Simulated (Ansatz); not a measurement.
## Re(0001) with 2 layers of random Re-Rh, 2x2: scattering by chemical disorder

How strongly does chemical disorder scatter in Re(0001) with 2 layers of random Re-Rh, 2x2?

Method: Ansatz plane-wave DFT, PBE, PAW files; ballistic transport by layer matching (Landauer), zero bias; PAW set soft_1, in Ansatz 0.2.0.

### Step 1. Starting point

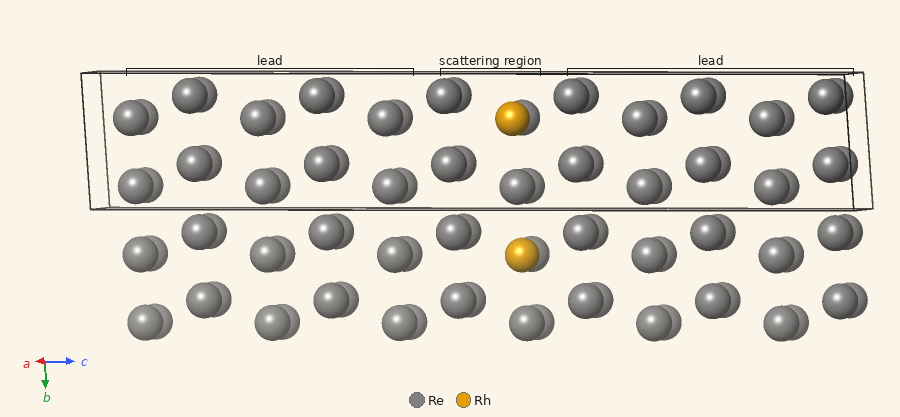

Start, viewed from the side, with the c axis across the page; rhenium grey, rhodium orange. 1×2×1 cells are drawn.

The cell holds 48 atoms: 47 Re and 1 Rh. Cell: a = 5.522 Å, b = 5.522 Å, c = 26.749 Å, α = 90.0°, β = 90.0°, γ = 120.0°. It derives from Re. Regions: lead, 40 atoms (40 Re); scattering region, 8 atoms (7 Re and 1 Rh). The structure is stacked along c, and the current runs across the ab planes.

### Step 2. With 2 alloy layers

In 2 layers a share of 0.125 of the sites is given to Rh at random. The layers about the cell's end stay perfect and serve as the lead. Energies from -0.05 to 0.05 eV in steps of 0.05 eV are too few for the program's thermal sum, so it prints no conductance; for a metal the transmission near the Fermi level serves, at a fraction of the cost.

The input, input.yaml:

```yaml
crystal:
  lattice:
    - [5.5216, 0.0, 0.0]
    - [-2.7608, 4.7818458695, 0.0]
    - [0.0, 0.0, 26.7492]
  atoms:
    - { symbol: Re, position: [0.1666666667, 0.3333333333, 0.0416666667] }
    - { symbol: Re, position: [0.1666666667, 0.8333333333, 0.0416666667] }
    - { symbol: Re, position: [0.6666666667, 0.3333333333, 0.0416666667] }
    - { symbol: Re, position: [0.6666666667, 0.8333333333, 0.0416666667] }
    - { symbol: Re, position: [0.3333333333, 0.1666666667, 0.125] }
    - { symbol: Re, position: [0.3333333333, 0.6666666667, 0.125] }
    - { symbol: Re, position: [0.8333333333, 0.1666666667, 0.125] }
    - { symbol: Re, position: [0.8333333333, 0.6666666667, 0.125] }
    - { symbol: Re, position: [0.1666666667, 0.3333333333, 0.2083333333] }
    - { symbol: Re, position: [0.1666666667, 0.8333333333, 0.2083333333] }
    - { symbol: Re, position: [0.6666666667, 0.3333333333, 0.2083333333] }
    - { symbol: Re, position: [0.6666666667, 0.8333333333, 0.2083333333] }
    - { symbol: Re, position: [0.3333333333, 0.1666666667, 0.2916666667] }
    - { symbol: Re, position: [0.3333333333, 0.6666666667, 0.2916666667] }
    - { symbol: Re, position: [0.8333333333, 0.1666666667, 0.2916666667] }
    - { symbol: Re, position: [0.8333333333, 0.6666666667, 0.2916666667] }
    - { symbol: Re, position: [0.1666666667, 0.3333333333, 0.375] }
    - { symbol: Re, position: [0.1666666667, 0.8333333333, 0.375] }
    - { symbol: Re, position: [0.6666666667, 0.3333333333, 0.375] }
    - { symbol: Re, position: [0.6666666667, 0.8333333333, 0.375] }
    - { symbol: Re, position: [0.3333333333, 0.1666666667, 0.4583333333] }
    - { symbol: Re, position: [0.3333333333, 0.6666666667, 0.4583333333] }
    - { symbol: Re, position: [0.8333333333, 0.1666666667, 0.4583333333] }
    - { symbol: Re, position: [0.8333333333, 0.6666666667, 0.4583333333] }
    - { symbol: Re, position: [0.1666666667, 0.3333333333, 0.5416666667] }
    - { symbol: Re, position: [0.1666666667, 0.8333333333, 0.5416666667] }
    - { symbol: Rh, position: [0.6666666667, 0.3333333333, 0.5416666667] }
    - { symbol: Re, position: [0.6666666667, 0.8333333333, 0.5416666667] }
    - { symbol: Re, position: [0.3333333333, 0.1666666667, 0.625] }
    - { symbol: Re, position: [0.3333333333, 0.6666666667, 0.625] }
    - { symbol: Re, position: [0.8333333333, 0.1666666667, 0.625] }
    - { symbol: Re, position: [0.8333333333, 0.6666666667, 0.625] }
    - { symbol: Re, position: [0.1666666667, 0.3333333333, 0.7083333333] }
    - { symbol: Re, position: [0.1666666667, 0.8333333333, 0.7083333333] }
    - { symbol: Re, position: [0.6666666667, 0.3333333333, 0.7083333333] }
    - { symbol: Re, position: [0.6666666667, 0.8333333333, 0.7083333333] }
    - { symbol: Re, position: [0.3333333333, 0.1666666667, 0.7916666667] }
    - { symbol: Re, position: [0.3333333333, 0.6666666667, 0.7916666667] }
    - { symbol: Re, position: [0.8333333333, 0.1666666667, 0.7916666667] }
    - { symbol: Re, position: [0.8333333333, 0.6666666667, 0.7916666667] }
    - { symbol: Re, position: [0.1666666667, 0.3333333333, 0.875] }
    - { symbol: Re, position: [0.1666666667, 0.8333333333, 0.875] }
    - { symbol: Re, position: [0.6666666667, 0.3333333333, 0.875] }
    - { symbol: Re, position: [0.6666666667, 0.8333333333, 0.875] }
    - { symbol: Re, position: [0.3333333333, 0.1666666667, 0.9583333333] }
    - { symbol: Re, position: [0.3333333333, 0.6666666667, 0.9583333333] }
    - { symbol: Re, position: [0.8333333333, 0.1666666667, 0.9583333333] }
    - { symbol: Re, position: [0.8333333333, 0.6666666667, 0.9583333333] }
kpoints:
  mp_grid: { grid: [5, 5, 1] }
hamiltonian:
  xc: pbe
  pseudopotentials: { kind: paw, azcp: { folder: soft_1 } }
scf:
  occupations: { method: fermi_dirac, width: 0.1 }
output:
  transmission:
    leads: [[0, 8]]
    kmesh: [10, 10]
    e_range: [-0.05, 0.05]
    de: 0.05
  write_potential: true
  write_density: true
  volumetric_format: npy
```

The run is started by

```console
ansatz run input.yaml --threads 4 --pin off --max-ram 15360MiB --backend cpu --events-out ev --progress --plain --runs-dir out
```

Numbers of over 12 decimals in the logs are rounded to 6 here.

What it wrote:

```text
Engine: ansatz 0.2.0, x86_64-unknown-linux-gnu
Pseudopotentials: kind: paw
Pseudopotential: Re, paw, valence charge 15, recommended cutoff 420 eV (normal), soft_1/Re.paw.azcp
Pseudopotential: Rh, paw, valence charge 17, recommended cutoff 420 eV (normal), soft_1/Rh.paw.azcp
Functional definition: PBE
  parameter kappa = 0.804
  parameter beta = 0.066725
  exchange = pbe_x(kappa = kappa, mu = beta*pi^2/3)
  correlation = pbe_c(beta = beta)
Crystal: 48 atoms, lattice volume = 706.271 Å³
Basis set: ecut = 420 eV, 13787 PW (Γ)
Bands: 434, of which v1, the nominal top of the filled ones, is band 361 counted from 1 (360 counted from 0)
Symmetry: 12 space group operations
Space group: P-6m2 (ITA 187), of the structure as read, at distance tolerance 8.9e-5 Å
k-points: 5 of 25 (time reversal used)
Non-local potential: Re, projectors of the file, l = 0: 3, l = 1: 2, l = 2: 2, l = 3: 1
Non-local potential: Rh, projectors of the file, l = 0: 3, l = 1: 2, l = 2: 2, l = 3: 1
PAW form: soft (Blöchl's): semilocal exchange-correlation on the pseudo side does not see the compensation charge
PAW one-centre angular grid: Re, 590 points (default); XC on 64 Gauss nodes
PAW one-centre angular grid: Rh, 590 points (default); XC on 64 Gauss nodes
Initial density: superposition of atomic densities (chi_scale 0.1, normalization cell, long waves 88 % of neutral atoms (reshape's long-wave potential 1.88 eV rms, cloud 2.93 Å wide))
Initial wavefunctions: pseudopotential atomic-orbital guess
Functional: x = pbe(κ = 0.804, μ = 0.219515), c = pbe(β = 0.066725)
SCF iter   1: F=—  HF=-517285.704551 eV  |F-HF|=—  |Δ(HF+E_count)|=         —  Δρ=1.22e-1  dr2=1.00e3  ethr=3.10e-3  ⟨swp⟩=5.0  Hψ=6540  notcnv=0
preconditioner: auto → Kerker (q_TF=auto, 2.738 Å⁻¹)  [metal: Δε(μ)=0.002 eV  Ē_g=5.720 eV  σ=0.100 eV  W_gap=0.00  n_scr=268 (ndim 8)  ℏωp=25.7 eV  f_vac=0.000  D(μ)=39.40/eV (n_scr^D=380)]
SCF iter   2: F=—  HF=-517265.589177 eV  |F-HF|=—  |Δ(HF+E_count)|=    2.01e1  Δρ=4.79e-2  dr2=2.37e2  ethr=3.10e-3  ⟨swp⟩=3.0  Hψ=4357  notcnv=0  defer=116
SCF iter   3: F=—  HF=-517261.332775 eV  |F-HF|=—  |Δ(HF+E_count)|=    4.26e0  Δρ=1.71e-2  dr2=2.00e1  ethr=3.10e-3  ⟨swp⟩=3.6  Hψ=4675  notcnv=0  defer=123
SCF iter   4: F=—  HF=-517260.970848 eV  |F-HF|=—  |Δ(HF+E_count)|=   3.62e-1  Δρ=7.04e-3  dr2=3.10e-1  ethr=2.77e-3  ⟨swp⟩=2.4  Hψ=4008  notcnv=0  defer=122
SCF iter   5: F=—  HF=-517260.914522 eV  |F-HF|=—  |Δ(HF+E_count)|=   5.63e-2  Δρ=9.97e-4  dr2=3.60e-2  ethr=4.29e-5  ⟨swp⟩=2.4  Hψ=4044  notcnv=0  defer=119
SCF iter   6: F=—  HF=-517260.912740 eV  |F-HF|=—  |Δ(HF+E_count)|=   1.78e-3  Δρ=2.77e-4  dr2=2.35e-3  ethr=4.99e-6  ⟨swp⟩=2.0  Hψ=2335  notcnv=0  defer=119
SCF iter   7: F=—  HF=-517260.912531 eV  |F-HF|=—  |Δ(HF+E_count)|=   2.09e-4  Δρ=7.73e-5  dr2=2.80e-4  ethr=3.26e-7  ⟨swp⟩=2.0  Hψ=2590  notcnv=0  defer=119
SCF iter   8: F=—  HF=-517260.912437 eV  |F-HF|=—  |Δ(HF+E_count)|=   9.39e-5  Δρ=3.22e-5  dr2=9.67e-5  ethr=3.88e-8  ⟨swp⟩=2.0  Hψ=2330  notcnv=0  defer=119
SCF iter   9: F=—  HF=-517260.914070 eV  |F-HF|=—  |Δ(HF+E_count)|=   1.63e-3  Δρ=1.40e-5  dr2=1.74e-5  ethr=1.34e-8  ⟨swp⟩=1.0  Hψ=2170  notcnv=0  defer=119
SCF iter  10: F=-517260.914069 eV  HF=-517260.914069 eV  |F-HF|=2.29e-8  |Δ(HF+E_count)|=   9.86e-7  Δρ=1.13e-6  dr2=2.59e-8  ethr=1.39e-11  ⟨swp⟩=9.0  Hψ=7736  notcnv=0
SCF 1 converged in 10 iterations: F = -517260.914069 eV  dr2 = 2.59e-8
  greatest PAW one-centre occupation: 1.000 electrons in one spin orbital (limit 2), on the Rh atom at site 26 (counted from 0), in its partial waves of l = 0
transmission: 70 of 700 steps passed
transmission: 141 of 700 steps passed
[...]
transmission: 700 of 700 steps passed
SCF converged after 10 iterations
Free energy (F): -517260.914069 eV
Harris-Foulkes:  -517260.914069 eV  (|F-HF|=2.29e-8)
Internal energy: -517259.574943 eV  (E = F + TS)
E sigma→0 (E₀):  -517260.244506 eV
Entropy (-TS):   -1.339126 eV (-27.898 meV/atom)
Fermi energy:    23.991893 eV
--- Per-component energies (eV) ---
  E_band       = -3434.610200
  E_kinetic    = 25129.336108
  E_local      = -37919.424932  (includes V_loc(G=0)·N_el)
  E_nonlocal   = 4063.284396
  E_hartree    = 13301.347080
  E_xc         = -16967.530388
  E_vxc        = -13897.696154  (∫ρ·V_xc dr)
  E_paw        = -412719.736197  (= ΣΔE_a)
  E_vpaw       = -7412.804875  (= ΣTr[D̂ρ^β])
  E_aug_tail   = 0.002504  (compensation charges beyond the density's cutoff)
  E_ewald      = -92146.853514
  E_smearing   = -1.339126  (= −TS)
  E_closure    = 0.000000  (closes the sum)
  Σ components = -517260.914069   (vs F -517260.914069, Δ=0.00e0)
--- Band table (eV; the first three rows and the last of 5) ---
  k-point 0: bands = [... 357 lower, 24.3737, 24.5445, 24.5445, 24.5808, 24.5995, 24.5995, 24.8218, 24.8731, ... 69 higher]
  k-point 1: bands = [... 357 lower, 24.0845, 24.1049, 24.1680, 24.2274, 24.2293, 24.2562, 24.2879, 24.3405, ... 69 higher]
  k-point 2: bands = [... 357 lower, 23.5638, 23.6665, 23.7710, 23.8246, 23.8563, 23.8668, 23.9154, 23.9228, ... 69 higher]
  k-point 4: bands = [... 357 lower, 23.7964, 23.7980, 23.8248, 23.8590, 23.8590, 23.9664, 23.9703, 24.0420, ... 69 higher]
--- Transmission ---
  basis      : 235 plane waves across, 50 finite elements along
  points     : 14, standing for a mesh of 10 x 10
  energies   : 3 from -0.050000 to 0.050000 eV about the Fermi level, 0.050000 eV apart; the leads are filled to 0.000000 eV, and channels, transmission and decay are at 0.000000 eV
  crystal 0  : Re8, at the sites [0, 8], period 4.4582 Å, over 24.52 Å; its Hamiltonian steps by up to 3.9 meV
    offset         : up to 0.0000 Å between an atom of the period and one for which it stands
    channels       : 5.380000e0 a spin
    conductance    : none, the energies end too early or step too widely for 300 K: set another output.transmission.e_range or a lower de, or, where they end at an eighth of basis.ecutwfc, a higher one
  junction   : crystal 0 to crystal 0, 1.53 to 23.82 Å
    transmission   : 4.499882e0 a spin
    conductance    : none, the energies end too early or step too widely for 300 K: set another output.transmission.e_range or a lower de, or, where they end at an eighth of basis.ecutwfc, a higher one
```

Elapsed: 2.3 min, on 4 threads of Intel Xeon Platinum 8375C at 2.90GHz (Ice Lake), shared host; peak memory 5.6 GiB.

The column dr2 measures how far the density is from self-consistency, as an energy; F and HF (Harris–Foulkes) agree once it is small.

Numbers from this step:

```yaml
free_energy: -517260.9141 eV
energy_at_zero_smearing: -517260.2445 eV
fermi_energy: 23.99 eV
cell_area: 26.40 Å²
transmission_per_spin_nearest_the_fermi_level: 4.500
open_channels_per_spin_nearest_the_fermi_level: 5.38
step_of_the_lead_s_potential: 3.9 meV
```

Per spin. The transmission, zone mean by energy, zero at the Fermi level:

```
energy (eV)  transmission, zone mean
    -0.0500                     4.44
     0.0000                     4.50
     0.0500                     4.24
```

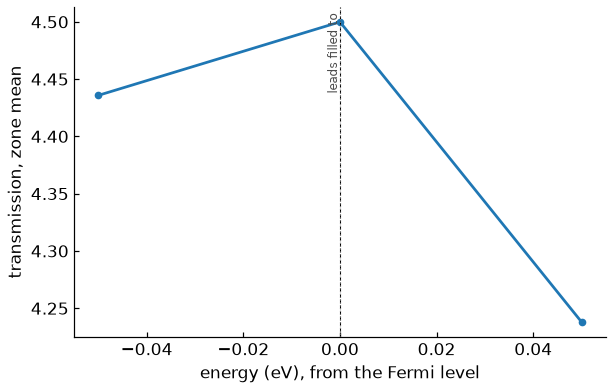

Transmission, zone mean against energy.

Per spin. Open channels, zone mean, lead against energy, zero at the Fermi level:

```
energy (eV)  open channels, zone mean, lead
    -0.0500                            5.32
     0.0000                            5.38
     0.0500                            5.08
```

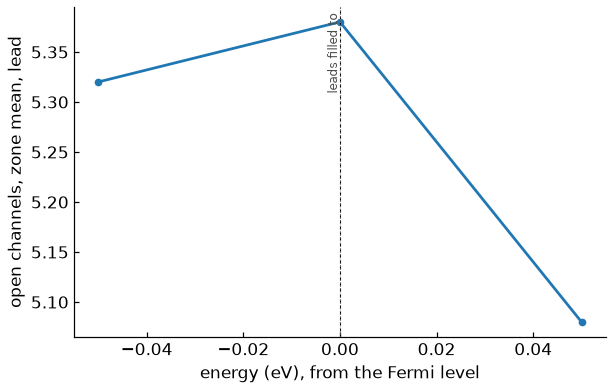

Open channels, zone mean, lead, plotted against energy.

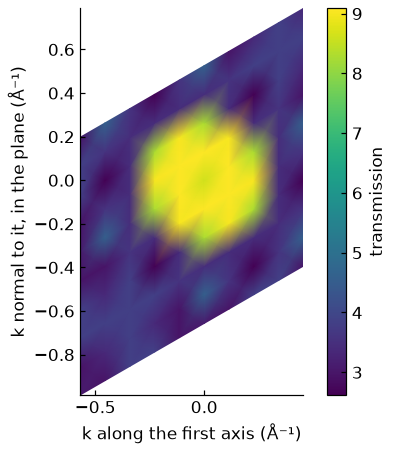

Transmission over k1 and k2. At 0.0000 eV from the Fermi level.

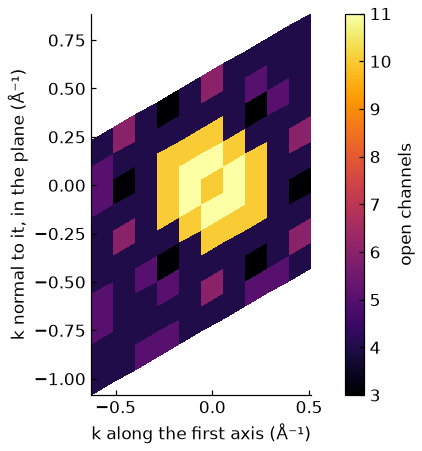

Open channels over k1 and k2. At 0.0000 eV from the Fermi level.

Over the solved energies the transmission per spin lies between 4.24 and 4.50, out of 5.26 channels of the lead on average (up to 5.38).

(Continued in part 2 of 2.)

[Logs are printed without paths, hosts, clocks, repeated set-up lines and the standing remarks that a program may print on its own settings, such as how far it seeks lower states.]

[Hosts, paths, dates, database ids (printed as entryN), source tags and the programs' standing remarks are cut or masked in the printed files.]
